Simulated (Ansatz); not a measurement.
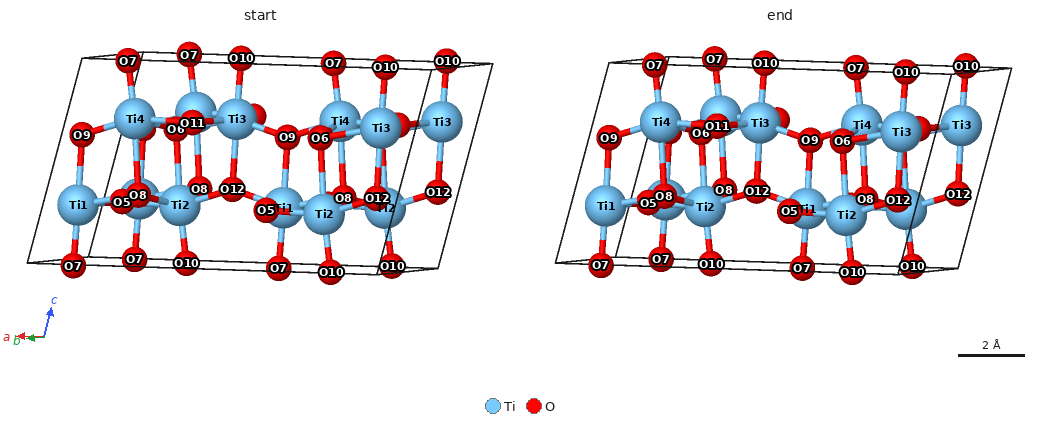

The structure of solid TiO₂ (set up in C2/m) before (left) and after (right) a relaxation, at one scale.

Style: ball-and-stick. Shown: the conventional cell (2 times the calculation's cell), from a free direction. Lengths and directions refer to the drawn axes.

The run lets cell and atoms move.

Theory: Kohn-Sham DFT of a periodic cell, SVWN5, Ansatz PAW (Ansatz).

Input
```yaml
crystal:
  lattice:
    - [6.1535771931, -1.8834685, 0.0]
    - [6.1535771931, 1.8834685, 0.0]
    - [-1.9283261078, 0.0, 6.3289668713]
  atoms:
    - { symbol: Ti, position: [0.900071, 0.900071, 0.289602] }
    - { symbol: Ti, position: [0.195286, 0.195286, 0.283762] }
    - { symbol: Ti, position: [0.099929, 0.099929, 0.710398] }
    - { symbol: Ti, position: [0.804714, 0.804714, 0.716238] }
    - { symbol: O, position: [0.361931, 0.361931, 0.293397] }
    - { symbol: O, position: [0.2634885, 0.2634885, 0.6525] }
    - { symbol: O, position: [0.8671885, 0.8671885, 0.995291] }
    - { symbol: O, position: [0.7365115, 0.7365115, 0.3475] }
    - { symbol: O, position: [0.9416475, 0.9416475, 0.630021] }
    - { symbol: O, position: [0.1328115, 0.1328115, 0.004709] }
    - { symbol: O, position: [0.638069, 0.638069, 0.706603] }
    - { symbol: O, position: [0.0583525, 0.0583525, 0.369979] }
hamiltonian:
  xc: { exchange: slater, correlation: vwn5 }
  pseudopotentials: { kind: paw }
kpoints:
  mp_grid: { grid: [8, 8, 4] }
scf:
  occupations: { method: fermi_dirac, width: 0.05 }
output:
  forces: true
  stress: true
  write_density: true
  write_potential: true
  elf: true
  volumetric_format: npy
relax:
  f_tol: 0.01
  max_steps: 40
  cell: { stress_tol: 0.05 }
```

Run as
```bash
ansatz run input.yaml --threads 2 --pin off --max-ram 5120MiB --backend cpu --events-out ev --progress --plain --runs-dir out
```

> What changed between the two?

The largest moves relative to the cell, 0.021 Å, are those of Ti1 and Ti3. Ti1 goes along [−1 0 2]. Largest moves by element: Ti 0.021 Å, O 0.018 Å. Cell: a 12.307 → 12.061 Å (−2.0 %), b 3.767 → 3.698 Å (−1.8 %), c 6.616 → 6.470 Å (−2.2 %). Volume −5.9 %. Near-neighbour distances that change, for instance: Ti1–Ti2 3.138 → 3.065 Å, Ti1–Ti3 3.132 → 3.060 Å, Ti2–O6 2.337 → 2.265 Å, Ti1–O8 2.156 → 2.101 Å. The space group stays C2/m (No. 12). After 6 accepted moves (8 points after the start) the energy has fallen by 0.344 eV per cell of the calculation. The largest force component goes from 0.23 to 0.0026 eV/Å. The pressure goes from −11.90 to −0.01 GPa. At 2 points the geometry stayed and the basis and grid were re-selected for the new cell (energy shift of 35.6 meV per cell of the calculation at most each time).
